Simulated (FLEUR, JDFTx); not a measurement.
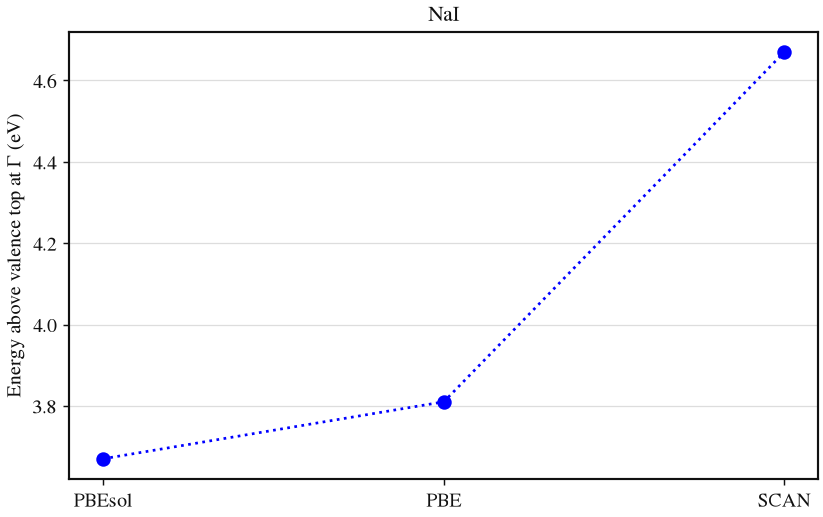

Lowest conduction level at Γ, counted from the valence-band top at Γ, by several methods on one cell of rocksalt NaI, space group Fm-3m (No. 225), 2 atoms in the primitive cell, volume scaled by a factor 0.94; cubic a = 6.341 Å. All runs are without spin-orbit coupling and carry no moments.

| method | program | Γ (eV) |
| --- | --- | --- |
| PBEsol | JDFTx | 3.67 |
| PBE | JDFTx | 3.81 |
| SCAN | FLEUR | 4.67 |

What does r2SCAN give? It was run as: r2SCAN, SG15-PBE-1.2 with smoothed tails, 5×5×5 k mesh, 1088 eV cutoff, Fermi-Dirac smearing of 0.05 eV (JDFTx 1.7.0 (patched build)).

A meta-GGA of this kind opens the gap over the LDA and GGA values shown, the highest of which is 3.81 eV (PBE) at Γ. r2SCAN gives 4.61 eV at Γ, which is +0.80 eV from PBE at Γ.

How do the methods rank at Γ?

From low to high: PBEsol 3.67, PBE 3.81, r2SCAN 4.61, SCAN 4.67 eV. Too close to rank are r2SCAN against SCAN (different programs, potentials, meshes and cutoffs).

Settings. PBEsol: PseudoDojo-SR-PBEsol-0.4.1-standard with smoothed tails, 7×7×7 k mesh, 1197 eV cutoff, Fermi-Dirac smearing of 0.05 eV (JDFTx 1.7.0 (patched build)). PBE: PseudoDojo-SR-PBE-0.5-standard, 7×7×7 k mesh, 1197 eV cutoff, Fermi-Dirac smearing of 0.05 eV (JDFTx). SCAN: all-electron, 7×7×7 k mesh, Fermi-Dirac smearing of 0.05 eV (FLEUR MaX-R8.1 (later development tree)).

These are four of the 8 methods that were run on this cell. The runs come from different programs and meshes, which adds differences of its own. Spin-orbit coupling is left out, which matters for I. LDA, GGA and most meta-GGA functionals understate gaps. r2SCAN: the k mesh is coarse. r2SCAN: the potentials were made for another functional. SCAN: the meta-GGA is that of a development version, with a GGA for the radial functions and cores and without core tails.
